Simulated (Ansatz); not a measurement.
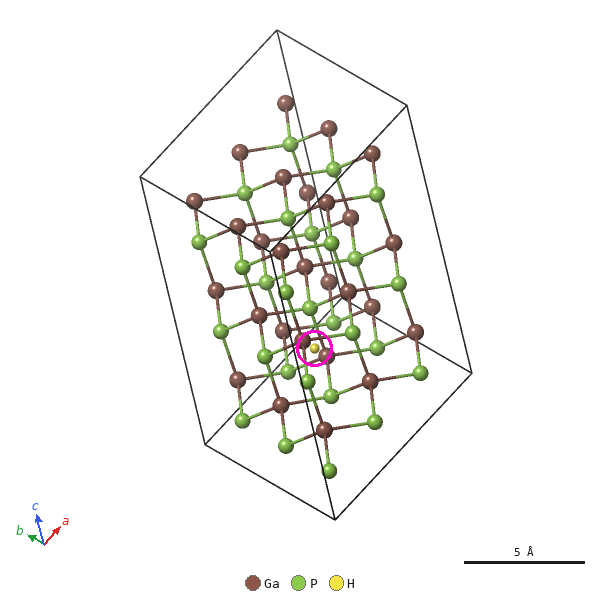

Shown here is a ball-and-stick view of the crystal, taken slightly off an axis. The supercell is outlined; an atom on or near a face, edge or corner is repeated at each equivalent position. The host is GaP, in a cell of 54 sites, and the cell is neutral. A ring marks the defect's site.

**Name the defect and give its surroundings.**

An interstitial hydrogen atom. It is bonded to no bonds drawn.

Method used: DFT PBE, scalar-relativistic, plane waves, PAW in Ansatz 0.2.0. It ran with a cutoff energy of 420 eV, Brillouin-zone sampling on a 1×1×1 mesh, Gaussian smearing of 0.01 eV, collinear spins.

**Does the calculation give a net moment?**

Yes, 1.0 μB in the cell.

The atoms were relaxed in the host's cell with DFT PBE, scalar-relativistic, plane waves, PAW in Ansatz 0.2.0.
